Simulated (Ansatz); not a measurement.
Given this structure, the geometry relaxed with Ansatz, DFT PBE, scalar-relativistic, plane waves, PAW; the starting structure was generated, so it need not be a known form of this composition, written in its standard cell:

```yaml
crystal:
  lattice:
    - [3.56215, 0.00000, 0.00000]
    - [-1.78107, 3.08491, 0.00000]
    - [0.00000, 0.00000, 26.18402]
  atoms:
    - { symbol: Pb, position: [0.00000, 0.00000, 0.00000] }
    - { symbol: Pb, position: [0.33333, 0.66667, 0.88964] }
    - { symbol: Pb, position: [0.00000, 0.00000, 0.77703] }
    - { symbol: Pb, position: [0.66667, 0.33333, 0.33333] }
    - { symbol: Pb, position: [0.00000, 0.00000, 0.22297] }
    - { symbol: Pb, position: [0.66667, 0.33333, 0.11036] }
    - { symbol: Pb, position: [0.33333, 0.66667, 0.66667] }
    - { symbol: Pb, position: [0.66667, 0.33333, 0.55631] }
    - { symbol: Pb, position: [0.33333, 0.66667, 0.44369] }
```

What does the kinematic electron diffraction pattern along [100] look like at 200 kV (B = 0.5 Å²)?

The spots form an oblique net whose two shortest vectors correspond to d = 8.73 Å and 3.06 Å, 83.3° apart. They are 0 0 3 (itself too weak to see) and 0 -1 1. The pattern has symmetry 2. The lattice centring (R) removes all reflections that break −h + k + l = 3n; reflections such as 0 0 3 are allowed but too weak to see at this display level.

Strongest reflections with d > 1.04 Å, one of each family (|F|² from tabulated Gaussian fits of the electron scattering factors, times a small damping for the curvature of the Ewald sphere):

```csv
hkl,d (Å),I (strongest = 100)
0 0 9,2.909,100
0 1 -4,2.791,69
0 1 5,2.658,62
0 1 -13,1.687,31
0 0 18,1.455,30
0 1 14,1.599,25
```

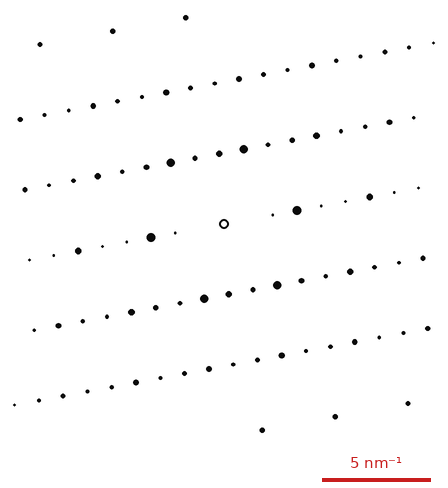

Calculated pattern, seen from the source side with [100] pointing towards the source.
